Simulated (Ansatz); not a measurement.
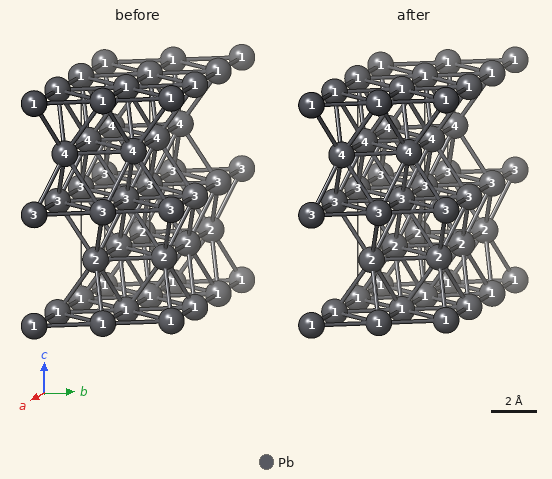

The structure of crystalline Pb (set up in P6_3/mmc) before (left) and after (right) a relaxation, at one scale.

The picture is a ball-and-stick view of the cell of the calculation, repeated 3 × 2 × 1 with one cell outlined, seen slightly off an axis.

Case: relaxed at 50 GPa.

Theory: DFT r2SCAN, scalar-relativistic, plane waves, PAW in Ansatz.

Input
```yaml
crystal:
  lattice:
    - [3.1272961128, 0.0, 0.0]
    - [-1.5636480564, 2.7083178788, 0.0]
    - [0.0, 0.0, 10.2057398821]
  atoms:
    - { symbol: Pb, position: [0.0, 0.0, 0.0] }
    - { symbol: Pb, position: [0.3333333333, 0.6666666667, 0.25] }
    - { symbol: Pb, position: [0.0, 0.0, 0.5] }
    - { symbol: Pb, position: [0.6666666667, 0.3333333333, 0.75] }
basis:
  ecutwfc: 500
kpoints:
  mp_grid: { grid: [18, 18, 4] }
hamiltonian:
  xc: r2scan
scf:
  occupations: { method: gaussian, width: 0.1 }
output:
  forces: true
  stress: true
  eigenvalues: true
relax:
  adjacent_minimum: "off"
  f_tol: 0.008
  max_steps: 50
  cell: { stress_tol: 0.08, p_target: 50.0 }
```

Launched with:
```bash
ansatz run input.yaml --threads 1 --pin off --max-ram 2560MiB --backend cpu --events-out ev --progress --plain --runs-dir out
```

Question: Summarise the run.

Answer: The energy rises by 294 meV per atom in 2 accepted moves (4 points after the start). With the target pressure of 50 GPa, the enthalpy E + pV changes by −40.0 meV per atom. All forces vanish by symmetry, so only the cell relaxes. The pressure goes from 38.70 to 49.98 GPa. The line search rejected the trial step at point 1 of the run. The SCF was repeated once at an unchanged geometry on a basis and grid sized afresh for the cell, which shifted the energy by 0.1 meV per atom at most. The atoms keep their places relative to the cell (all moves are under 0.005 Å). The volume changes by −4.9 %, with a = b 3.127 → 3.066 Å (−2.0 %), c 10.206 → 10.094 Å (−1.1 %). Some distances before and after: Pb1–Pb1 3.127 → 3.066 Å, Pb1–Pb2 3.126 → 3.082 Å. The space group stays P6_3/mmc (No. 194). Cost: 100 s on 1 thread of Intel(R) Xeon(R) Platinum 8559C (Emerald Rapids), with other jobs on the host, peak memory 0.81 GiB.
